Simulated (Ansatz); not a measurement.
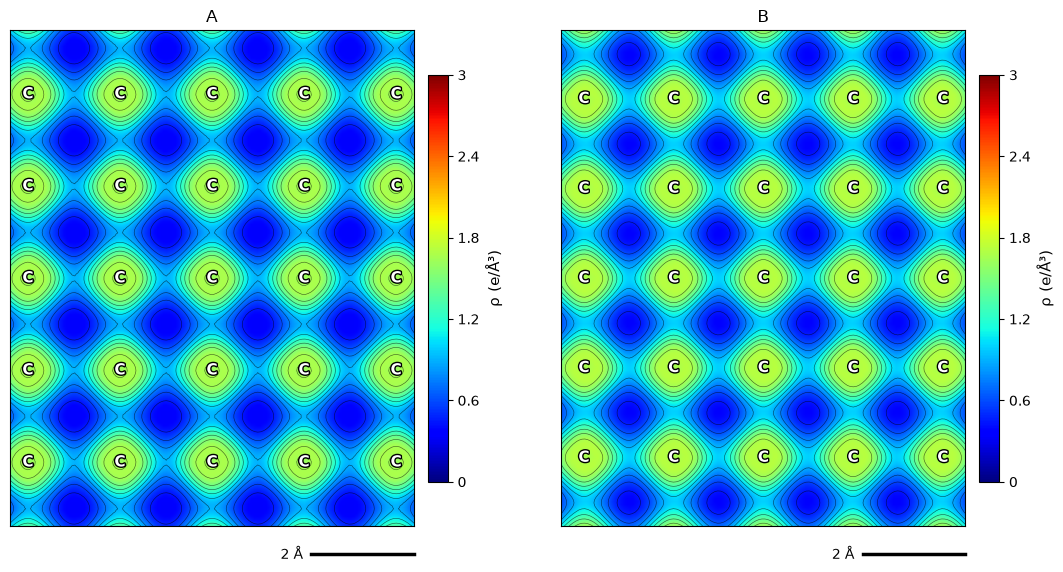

C. The valence pseudo-density of two cells that differ in size, on the (100) plane of each (indices in the axes of the calculation cell), at one length scale and on one colour scale; one has 5.3 and the other 5.7 Å³ an atom.

Level of theory: DFT, LDA (PW92), plane waves (420 eV) with PAW, scalar-relativistic in Ansatz.

> Which is the denser cell? Describe the effect of the change.

Panel B is the smaller cell, by 7 % in volume. From the larger cell to the smaller, C–C goes from 1.79 to 1.74 Å, and the density at its midpoint from 0.91 to 0.99 e/Å³; the pressure goes from −21 to 2.7 GPa.
